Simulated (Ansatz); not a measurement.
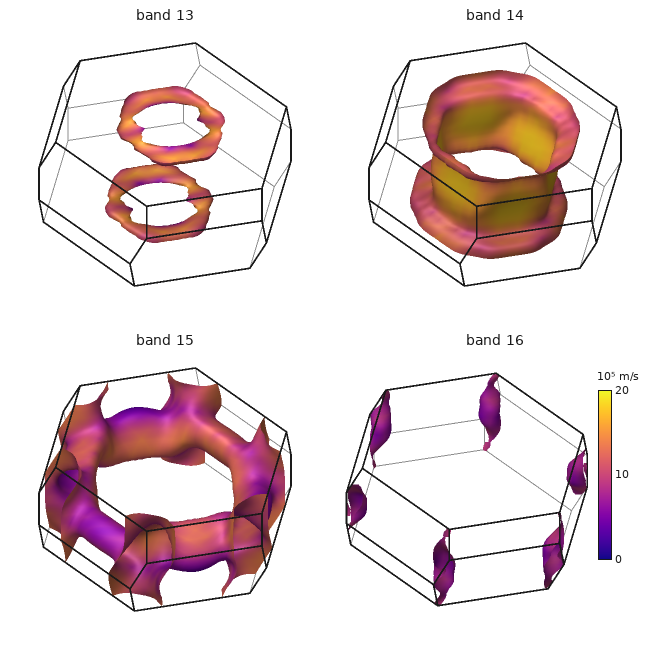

Fermi surface of Pb (space group C2/m, No. 12), coloured by the Fermi speed.

Computed with Ansatz 0.2.0, DFT PBE, scalar-relativistic, plane waves, PAW; levels and slopes on a dense k mesh at the converged density. No spin polarisation. Mesh 18×18×10, interpolated with the band slopes. The geometry was not relaxed. The cell comes from a database of computed structures, not from a measurement.

### Give the range and mean of the Fermi speed for each band.

Band 13: 9.6 to 16 × 10⁵ m/s over most of the sheet, 13 × 10⁵ m/s on average over states. Band 14: 11 to 18 × 10⁵ m/s over most of the sheet, 14 × 10⁵ m/s on average over states. Band 15: 5.8 to 14 × 10⁵ m/s over most of the sheet, 9.4 × 10⁵ m/s on average over states. Band 16: 5.6 to 9.4 × 10⁵ m/s over most of the sheet, 7.5 × 10⁵ m/s on average over states.

### Which of these bands adds most to the density of states at the Fermi level?

Band 15, with 0.66 of 1.2 states/eV per cell.

Spin-orbit coupling is left out; with Pb it can split, shift or remove sheets. The mesh is coarse (steps of 0.12 Å⁻¹).
